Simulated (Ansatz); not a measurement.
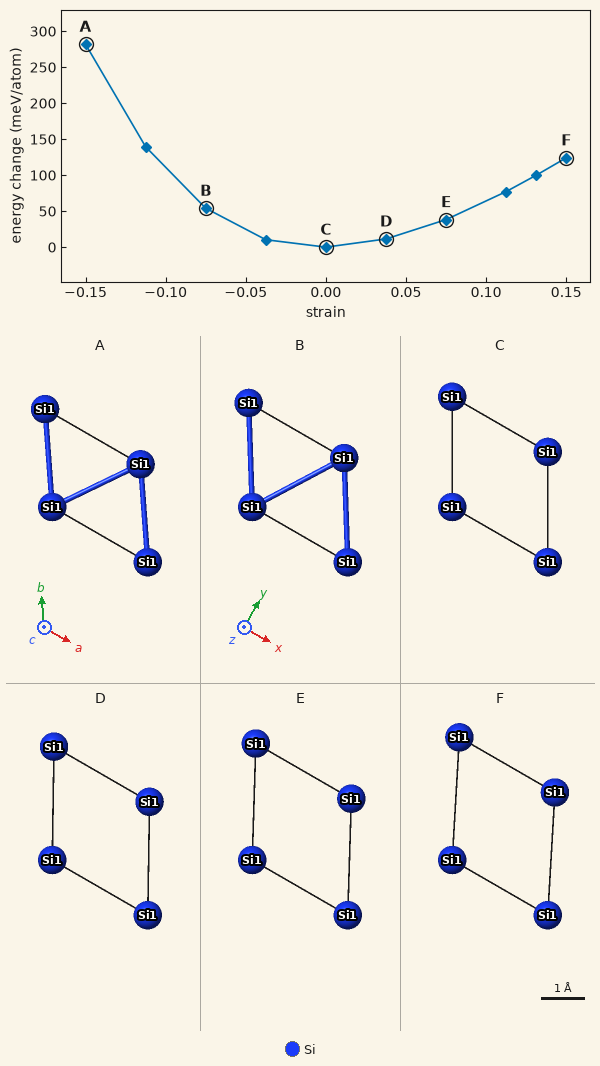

A scan of a crystal of Si (P6/mmm): the cell is strained along y alone, with the atoms kept at their fractional coordinates. x, y and z are the Cartesian axes of the input. The lettered frames are marked on the plot. Style: ball-and-stick. Shown: the cell of the calculation, along the c axis.

These are results of DFT LDA, scalar-relativistic, plane waves, PAW in Ansatz 0.2.0, not measurements. (plane-wave cutoff 420 eV; k-point mesh 24 × 24 × 20; occupations gaussian; smearing width 0.15 eV; no spin polarisation). Energies (free energies at the smearing named) are counted from the cell as listed in its source, which wasn't relaxed.

Read off the main features of the energy profile.

Answer. The lowest computed point lies at the strain 0.00 (0.0 meV/atom). The unrelaxed reference is under a pressure of −0.8 GPa, which tilts the curve. The distortion takes the space group from P6/mmm to Cmmm. At the strain −0.15 the cell of the drawing goes b 2.621 → 2.332 Å, γ 120.0° → 124.2°.
